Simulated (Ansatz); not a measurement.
A series of calculations on WS2

### Relaxation

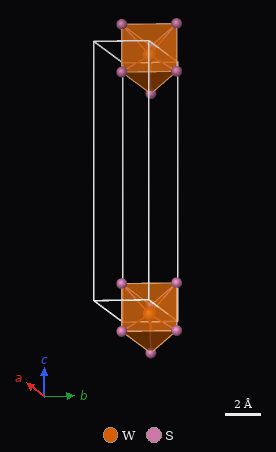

Starting structure of a crystal of WS₂ (set up in P-6m2). Style: polyhedral. Shown: the cell of the calculation, from a free direction.

Theory: Ansatz 0.2.0, DFT PBEsol, scalar-relativistic, plane waves, PAW.

The input:
```yaml
crystal:
  lattice:
    - [3.1835163552, 0.0, 0.0]
    - [-1.5917581776, 2.7570060369, 0.0]
    - [0.0, 0.0, 16.95057789]
  atoms:
    - { symbol: W, position: [0.33333333, 0.66666667, 0.0] }
    - { symbol: S, position: [0.66666667, 0.33333333, 0.90799949] }
    - { symbol: S, position: [0.66666667, 0.33333333, 0.09200051] }
basis:
  ecutwfc: 420
kpoints:
  mp_grid: { grid: [12, 12, 2] }
hamiltonian:
  xc: pbesol
scf:
  occupations: { method: gaussian, width: 0.02 }
output:
  forces: true
  stress: true
  eigenvalues: true
relax:
  adjacent_minimum: "off"
  f_tol: 0.005
  max_steps: 80
  cell: { stress_tol: 0.05 }
```

Launched with:
```bash
ansatz run input.yaml --threads 1 --pin off --max-ram 2560MiB --backend cpu --events-out ev --progress --plain --runs-dir out
```

### Where does the relaxation end?

The largest moves relative to the cell, 0.007 Å, are those of S2 and S3. S2 goes along −c. W stays in place. The volume changes by −2.3 %, with a = b 3.184 → 3.146 Å (−1.2 %), c 16.951 → 16.953 Å (0.0 %). Some distances before and after: W1–W1 3.184 → 3.146 Å, W1–S2 2.410 → 2.399 Å. The space group stays P-6m2 (No. 187). After 3 accepted moves (4 points after the start) the energy has fallen by 4.9 meV per atom. The largest force component goes from 0.13 to 0.002 eV/Å. The pressure goes from −1.08 to −0.01 GPa. At 1 point the geometry stayed and the basis and grid were re-selected for the new cell (energy shift of 0.1 meV per atom at most each time).

The end point in the same view:

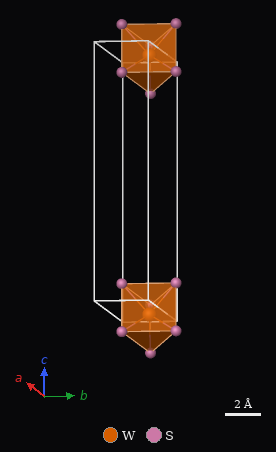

### Relaxation

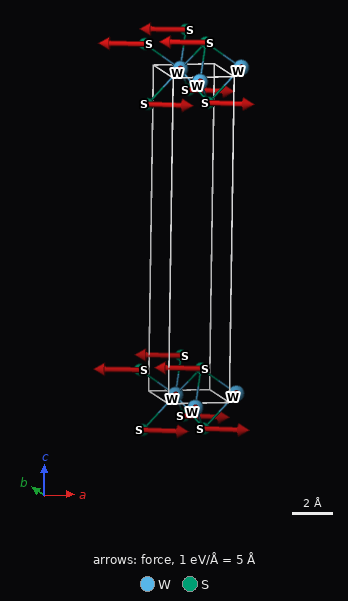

Starting geometry of solid WS$_{2}$ (set up in C2) with the computed forces as red arrows. The picture is a ball-and-stick view of the cell of the calculation, seen slightly off an axis.

Case: shear of c along a, cell held, atoms relaxed: +9.0 %.

Level of theory: DFT PBEsol, scalar-relativistic, plane waves, PAW in Ansatz. Set-up: plane-wave cutoff 420 eV; k-point mesh 12 × 12 × 2; occupations gaussian; smearing width 0.02 eV; no spin polarisation; atoms relaxed in a fixed cell; force threshold 0.008 eV/Å; at most 40 steps.

**Is this structure relaxed? If not, where do the atoms go?**

It isn't relaxed: the largest force vector, on S atoms, is 0.48 eV/Å. The atoms end up moving mostly along the starting forces (cosine between the two patterns 1.00). The energy falls by 22.7 meV per cell of the calculation in 2 geometry steps. Largest force component: 0.48 eV/Å at the start, 0.0074 eV/Å at the end. The largest moves, 0.047 Å, are those of S atoms. W stays in place. The cell doesn't change. Near-neighbour distances that change, for instance: S–W 2.430 → 2.399 Å, S–W 2.368 → 2.399 Å. The space group stays C2 (No. 5).

### Series

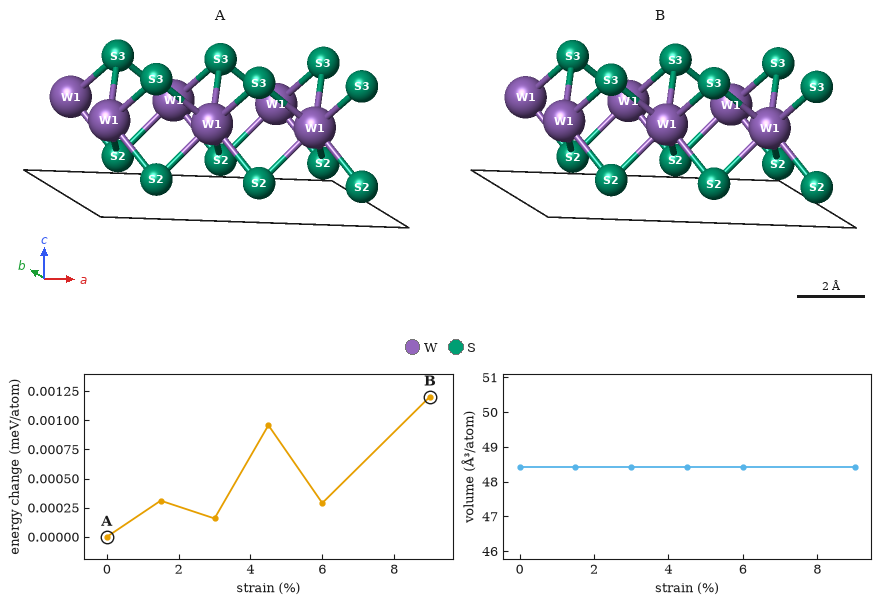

Members of a series of calculations on solid WS2 (set up in P-6m2), marked on the first curve. Style: ball-and-stick. Shown: the 3 × 2 repeat of the cell, outlined in the plane, without the vacuum, slightly off an axis.

The calculation used Ansatz 0.2.0, DFT PBEsol, scalar-relativistic, plane waves, PAW. Set-up: plane-wave cutoff 420 eV; k-point mesh 12 × 12 × 2; occupations gaussian; smearing width 0.02 eV; no spin polarisation.

### Which kind of strain is it, and how does the structure respond?

Shear of c along a, cell held, atoms relaxed. A (strain 0.0 %): energy change 0.0 meV/atom, volume 48.43 Å³ per atom. B (strain 9.0 %): energy change 0.0 meV/atom, volume 48.43 Å³ per atom. The rest compares A with B. In the plane the drawn cell goes a 9.437 → 9.437 Å (0.0 %), b 6.292 → 6.292 Å (0.0 %). 
